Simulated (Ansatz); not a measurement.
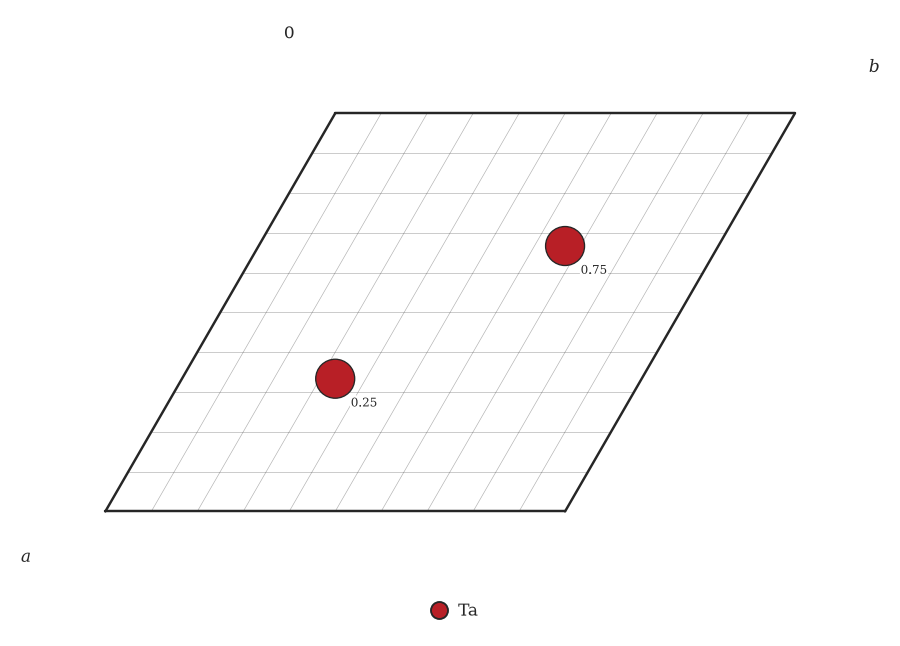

Plan of a unit cell projected along c (a down the page, b across); the numbers are heights as fractions of c, and atoms on the cell's edges are repeated. The grid marks tenths of a and b. Source: the geometry relaxed at fixed volume with Ansatz, DFT r2SCAN, scalar-relativistic, plane waves, PAW; the starting structure was generated, so it need not be a known form of this composition. The drawing is computed from the coordinates (standard cell, symmetry found to 0.002 Å).

a = 2.886 Å, b = 2.886 Å, c = 5.105 Å, α = 90.00°, β = 90.00°, γ = 120.00°.

### What does the cell contain?

2 Ta: Ta, Z = 2.

### Which space group?

P6_3/mmc (No. 194), primitive hexagonal.

### Give the independent sites, coordinates to two places.

| atom | site | symmetry | x | y | z |
| --- | --- | --- | --- | --- | --- |
| Ta | 2d | -6m2 | 0.33 | 0.67 | 0.75 |
